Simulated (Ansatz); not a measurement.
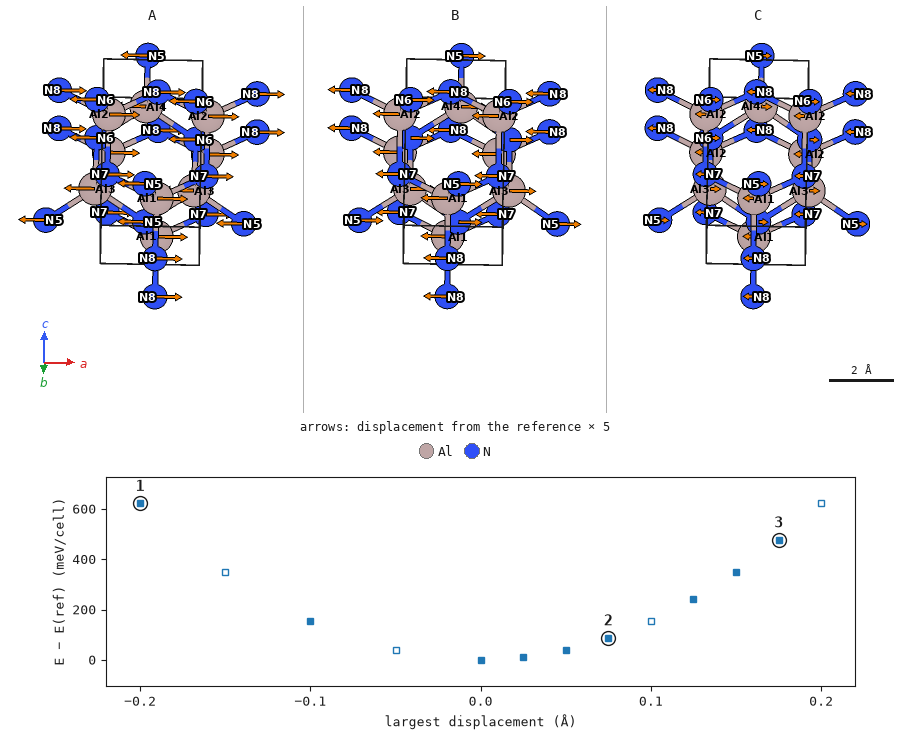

Energy scan for crystalline AlN (P6_3mc), in which a normal mode of wave vector (0, 1/2, 0) of the primitive cell, folded into a doubled cell, (one arbitrary combination within a set of 2 degenerate modes) is frozen in with the cell fixed, the amplitude being the largest displacement of an atom. The frames are shuffled; the numbered points of the plot belong to them. Hollow markers are points alike by symmetry, not computed again. Style: ball-and-stick. Shown: the cell of the calculation, along the b axis, with a slight tilt. Orange arrows: displacements from the reference.

Computed with Ansatz 0.2.0, DFT PBE, scalar-relativistic, plane waves, PAW. (plane-wave cutoff 420 eV; k-point mesh 8 × 6 × 4; occupations gaussian; smearing width 0.05 eV; no spin polarisation). Energies (free energies at the smearing named) are counted from the relaxed crystal.

Which frame belongs to which numbered point?

Point 1 is frame A (the amplitude −0.20 Å, 622 meV/cell); 2 is frame C (the amplitude 0.075 Å, 88 meV/cell); 3 is frame B (the amplitude 0.175 Å, 477 meV/cell). The harmonic wavenumber of the mode is 236 cm⁻¹, a stable vibration. Of the computed points the lowest is at the amplitude 0.00 Å, 0 meV/cell. At the ends of the scan the energy is 622 meV/cell (−0.20 Å) and 622 meV/cell (0.20 Å). The well is symmetric.
